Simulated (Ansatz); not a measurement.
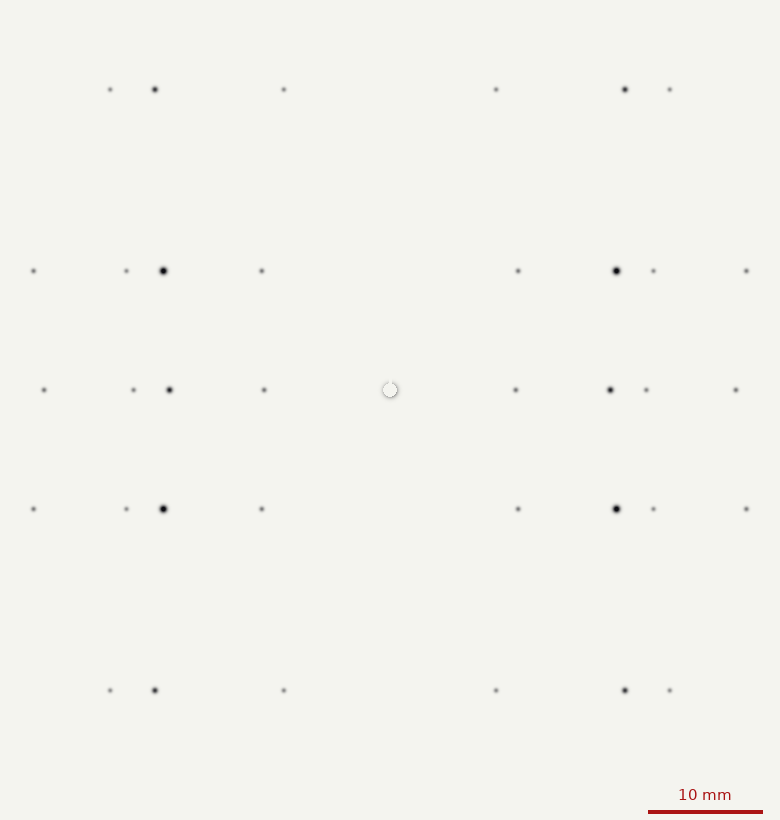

Simulated X-ray rotation photograph: Cu Kα radiation (λ = 1.5418 Å), cylindrical film of radius 30.0 mm unrolled, rotation axis vertical and normal to the beam, kinematic intensities without Lorentz or polarisation factors, the film spanning ±63° about the beam; spots down to d = 1.50 Å.

Question: Measure the layer lines and find the identity period along the axis.

Answer: The first layer line lies 10.5 mm from the equator, so tan ν = 0.351, sin ν = 0.331 and the period is λ/sin ν = 4.65 Å. Further lines follow at 26.6 mm.

The crystal is Al, space group P-62m (No. 189), a = 4.83 Å, c = 4.65 Å (hexagonal axes). Structure: the end point of a relaxation with Ansatz 0.2.0, DFT PBE, scalar-relativistic, plane waves, PAW; the starting structure was generated, so it need not be a known form of this composition.

Question: About which axis was it rotated?

Answer: About [001], whose length in the conventional cell is 4.651 Å. The period alone comes close to that of [100] as well.
